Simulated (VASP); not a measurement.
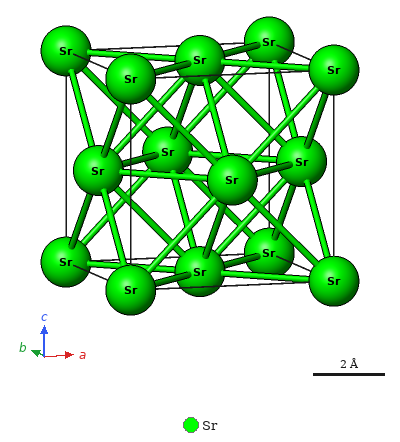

The input geometry (ball-and-stick view of the cell 4 times as large as that of the calculation, set on its symmetry axes, seen slightly off an axis). Near neighbours in the crystal (not all of them lie inside the picture): Sr has 12 Sr at 4.30 Å.

# Sr: geometry relaxation (part 1 of 2)

- system: Sr (Fm-3m, 1 atom in the cell)
- method: Kohn-Sham DFT of a periodic cell, PBE, VASP PAW PBE potentials, recommended, no spin polarisation (VASP 6.6.1)

The structure derives from an entry of the Crystallography Open Database.

## OSZICAR
```
N       E                     dE             d eps       ncg     rms          rms(c)
DAV:   1     0.425159072965E+02    0.42516E+02   -0.52676E+03  1296   0.107E+03
DAV:   2     0.332711717700E+00   -0.42183E+02   -0.41723E+02  1400   0.176E+02
DAV:   3    -0.155339039003E+01   -0.18861E+01   -0.18700E+01  1927   0.313E+01
DAV:   4    -0.163003075613E+01   -0.76640E-01   -0.76465E-01  1813   0.548E+00
DAV:   5    -0.163199153742E+01   -0.19608E-02   -0.19604E-02  2139   0.617E-01    0.108E+01
DAV:   6    -0.163352654582E+01   -0.15350E-02   -0.67630E-03  1646   0.114E+00    0.611E+00
DAV:   7    -0.163451939986E+01   -0.99285E-03   -0.11564E-02  1462   0.149E+00    0.295E-01
DAV:   8    -0.163451644604E+01    0.29538E-05   -0.18013E-03  1991   0.274E-01    0.126E-01
DAV:   9    -0.163453439418E+01   -0.17948E-04   -0.25426E-05  1749   0.595E-02    0.346E-02
DAV:  10    -0.163454912684E+01   -0.14733E-04   -0.10439E-05  1524   0.330E-02    0.422E-02
DAV:  11    -0.163454856689E+01    0.55996E-06   -0.64328E-07   983   0.887E-03
   1 F= -.16345486E+01 E0= -.16340994E+01  d E =-.163455E+01
       N       E                     dE             d eps       ncg     rms          rms(c)
DAV:   1    -0.165673198157E+01   -0.22183E-01   -0.52636E-01  1525   0.601E+00    0.107E+00
DAV:   2    -0.164021935396E+01    0.16513E-01   -0.40526E-02  1397   0.199E+00    0.429E-01
DAV:   3    -0.163486332257E+01    0.53560E-02   -0.28982E-02  1915   0.107E+00    0.336E-01
DAV:   4    -0.163558871192E+01   -0.72539E-03   -0.71883E-04  1535   0.240E-01    0.162E-01
DAV:   5    -0.163605852208E+01   -0.46981E-03   -0.19275E-03  1829   0.257E-01    0.276E-02
DAV:   6    -0.163605930909E+01   -0.78701E-06   -0.17672E-05  1643   0.391E-02    0.143E-02
DAV:   7    -0.163605975550E+01   -0.44641E-06   -0.24262E-06  1250   0.191E-02
   2 F= -.16360598E+01 E0= -.16357468E+01  d E =-.151119E-02
       N       E                     dE             d eps       ncg     rms          rms(c)
DAV:   1    -0.164897485282E+01   -0.12916E-01   -0.31906E-01  1532   0.468E+00    0.840E-01
DAV:   2    -0.163893565783E+01    0.10039E-01   -0.24628E-02  1388   0.155E+00    0.335E-01
DAV:   3    -0.163568646203E+01    0.32492E-02   -0.17400E-02  1903   0.829E-01    0.268E-01
DAV:   4    -0.163613613728E+01   -0.44968E-03   -0.42402E-04  1530   0.183E-01    0.130E-01
DAV:   5    -0.163642344364E+01   -0.28731E-03   -0.12090E-03  1800   0.203E-01    0.232E-02
DAV:   6    -0.163642308009E+01    0.36355E-06   -0.10603E-05  1575   0.284E-02    0.129E-02
DAV:   7    -0.163642401524E+01   -0.93515E-06   -0.16791E-06  1036   0.171E-02
   3 F= -.16364240E+01 E0= -.16362215E+01  d E =-.187545E-02
```

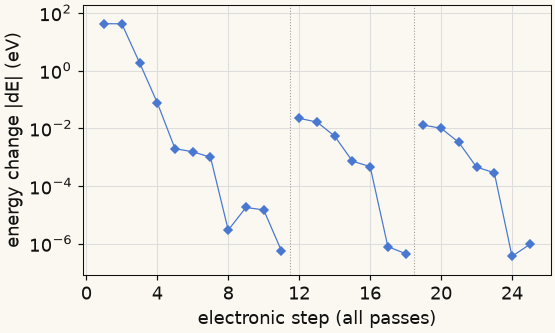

Convergence of the self-consistent field: energy change |dE| against the electronic step. Each stretch between dotted lines is the SCF of one geometry step of a relaxation. The 3 ionic steps take 7 to 11 electronic steps each.

## Parts of OUTCAR
```
SYSTEM = Sr
   PREC = Accurate
   ENCUT = 600
   EDIFF = 1E-6
   ISMEAR = 1
   LREAL = .FALSE.
   LASPH = .TRUE.
   NELM = 80
   ISIF = 3
   GGA = PE
   IBRION = 2
   NSW = 90
   EDIFFG = -0.01

 ion  position               nearest neighbor table
   1  0.000  0.000  0.000-

  LATTYP: Found a face centered cubic cell.
 ALAT       =     6.0847000000

  Lattice vectors:

 A1 = (   0.0000000000,   3.0423500000,   3.0423500000)
 A2 = (   3.0423500000,   0.0000000000,   3.0423500000)
 A3 = (   3.0423500000,   3.0423500000,   0.0000000000)

Analysis of symmetry for initial positions (statically):
=====================================================================
 Subroutine PRICEL returns:
 Original cell was already a primitive cell.

 Routine SETGRP: Setting up the symmetry group for a
 face centered cubic supercell.

 Subroutine GETGRP returns: Found 48 space group operations
 (whereof 48 operations were pure point group operations)
 out of a pool of 48 trial point group operations.

The static configuration has the point symmetry O_h .

Analysis of symmetry for dynamics (positions and initial velocities):
=====================================================================
 Subroutine PRICEL returns:
 Original cell was already a primitive cell.

 Routine SETGRP: Setting up the symmetry group for a
 face centered cubic supercell.

 Subroutine GETGRP returns: Found 48 space group operations
 (whereof 48 operations were pure point group operations)
 out of a pool of 48 trial point group operations.

The dynamic configuration has the point symmetry O_h .

 Subroutine INISYM returns: Found 48 space group operations
 (whereof 48 operations are pure point group operations),
 and found     1 'primitive' translations

----------------------------------------------------------------------------------------

                                     Primitive cell

  volume of cell :      56.3193

  direct lattice vectors                    reciprocal lattice vectors
     0.000000000  3.042350000  3.042350000    -0.164346640  0.164346640  0.164346640
     3.042350000  0.000000000  3.042350000     0.164346640 -0.164346640  0.164346640
     3.042350000  3.042350000  0.000000000     0.164346640  0.164346640 -0.164346640

  length of vectors
     4.302532631  4.302532631  4.302532631     0.284656730  0.284656730  0.284656730

  position of ions in fractional coordinates (direct lattice)
     0.000000000  0.000000000  0.000000000

  ion indices of the primitive-cell ions
   primitive index   ion index
                 1           1

----------------------------------------------------------------------------------------

 KPOINTS: Automatic mesh

Automatic generation of k-mesh.
 Grid dimensions read from file:
 generate k-points for:   12   12   12

 Generating k-lattice:

  Cartesian coordinates                     Fractional coordinates (reciprocal lattice)
    -0.013695553  0.013695553  0.013695553     0.083333333  0.000000000  0.000000000
     0.013695553 -0.013695553  0.013695553     0.000000000  0.083333333  0.000000000
     0.013695553  0.013695553 -0.013695553     0.000000000  0.000000000  0.083333333

  Length of vectors
     0.023721394  0.023721394  0.023721394

  Shift w.r.t. Gamma in fractional coordinates (k-lattice)
     0.000000000  0.000000000  0.000000000

 Subroutine IBZKPT returns following result:
 ===========================================

 Found     72 irreducible k-points:

 Following reciprocal coordinates:
            Coordinates               Weight
  0.000000  0.000000  0.000000      1.000000
  0.083333  0.000000  0.000000      8.000000
  0.166667  0.000000  0.000000      8.000000
  0.250000  0.000000  0.000000      8.000000
  0.333333  0.000000  0.000000      8.000000
  0.416667  0.000000  0.000000      8.000000
  0.500000  0.000000  0.000000      4.000000
  0.083333  0.083333  0.000000      6.000000
  0.166667  0.083333  0.000000     24.000000
  0.250000  0.083333  0.000000     24.000000
  0.333333  0.083333  0.000000     24.000000
  0.416667  0.083333  0.000000     24.000000
  0.500000  0.083333  0.000000     24.000000
 -0.416667  0.083333  0.000000     24.000000
 -0.333333  0.083333  0.000000     24.000000
 -0.250000  0.083333  0.000000     24.000000
 -0.166667  0.083333  0.000000     24.000000
 -0.083333  0.083333  0.000000     12.000000
  0.166667  0.166667  0.000000      6.000000
  0.250000  0.166667  0.000000     24.000000
  0.333333  0.166667  0.000000     24.000000
  0.416667  0.166667  0.000000     24.000000
  0.500000  0.166667  0.000000     24.000000
 -0.416667  0.166667  0.000000     24.000000
 [... further k-points ...]
   k-points           NKPTS =     72   k-points in BZ     NKDIM =     72   number of bands    NBANDS=      9
   number of dos      NEDOS =    301   number of ions     NIONS =      1
   total plane-waves  NPLWV =  46656
   dimension x,y,z NGX =    36 NGY =   36 NGZ =   36
   dimension x,y,z NGXF=    72 NGYF=   72 NGZF=   72
   ions per type =               1
   NGX,Y,Z   is equivalent  to a cutoff of  13.91, 13.91, 13.91 a.u.
   NGXF,Y,Z  is equivalent  to a cutoff of  27.82, 27.82, 27.82 a.u.
 SYSTEM =  Sr
   PREC   = accura    normal or accurate (medium, high low for compatibility)
   ISTART =      0    job   : 0-new  1-cont  2-samecut
   ICHARG =      2    charge: 1-file 2-atom 10-const
   ISPIN  =      1    spin polarized calculation?
   LNONCOLLINEAR =      F non collinear calculations
   LSORBIT =      F    spin-orbit coupling
   LASPH  =      T    aspherical Exc in radial PAW
   ENCUT  =  600.0 eV  44.10 Ry    6.64 a.u.   8.59  8.59  8.59*2*pi/ulx,y,z
   NELM   =     80;   NELMIN=  2; NELMDL= -5     # of ELM steps
   EDIFF  = 0.1E-05   stopping-criterion for ELM
   LREAL  =      F    real-space projection
   EDIFFG = -.1E-01   stopping-criterion for IOM
   NSW    =     90    number of steps for IOM
   IBRION =      2    ionic relax: 0-MD 1-quasi-New 2-CG
   NFREE  =      1    steps in history (QN), initial steepest desc. (CG)
   ISIF   =      3    stress and relaxation
   ISYM   =      2    0-nonsym 1-usesym 2-fastsym
   POTIM  = 0.5000    time-step for ionic-motion
   TEBEG  =    0.0;   TEEND  =   0.0 temperature during run
   PSTRESS=    0.0 pullay stress
   NELECT =      10.0000    total number of electrons
   NUPDOWN=      -1.0000    fix difference up-down
   EMIN   =  10.00;   EMAX   =-10.00  energy-range for DOS
   EFERMI =   0.00;   METHOD = LEGACY
   ISMEAR =     1;   SIGMA  =   0.10  broadening in eV -4-tet -1-fermi 0-gaus
   EFERMI_NEDOS =   21; number of points for ismear=-14 and -15
   IALGO  =     38    algorithm
   IMIX   =      4    mixing-type and parameters
     AMIX     =   0.40;   BMIX     =  1.00
     AMIX_MAG =   1.60;   BMIX_MAG =  1.00
  volume/ion in A,a.u.               =      56.32       380.06
  Fermi-wavevector in a.u.,A,eV,Ry     =   0.920144  1.738819 11.519569  0.846664
  Thomas-Fermi vector in A             =   2.045416
   LORBIT       =      0    0 simple, 1 ext, 2 COOP (PROOUT), +10 PAW based schemes
   GGA     = PE    functional components
   LHFCALC =     F    Hartree Fock is set to
   AEXX    =    0.0000 exact exchange contribution
   IVDW    =     0    specifies the selected vdW correction
   LEPSILON=     F    determine dielectric tensor
   LRPA    =     F    only Hartree local field effects (RPA)
 conjugate gradient relaxation of ions
 non-spin polarized calculation
 Methfessel and Paxton  Order N= 1 SIGMA  =   0.10
  energy-cutoff  :      600.00
  volume of cell :       56.32
 maximum number of plane-waves:      1899
   NGX = 17   NGY = 17   NGZ = 17

--------------------------------------- Ionic step        1  -------------------------------------------

 number of electron      10.0000000 magnetization

 Free energy of the ion-electron system (eV)
  ---------------------------------------------------
  ext. energy  EPLUGINS =         0.00000000
  ---------------------------------------------------
  free energy    TOTEN  =        -1.63454857 eV

  energy without entropy =       -1.63320108  energy(sigma->0) =       -1.63409940

------------------------ aborting loop because EDIFF is reached ----------------------------------------
```
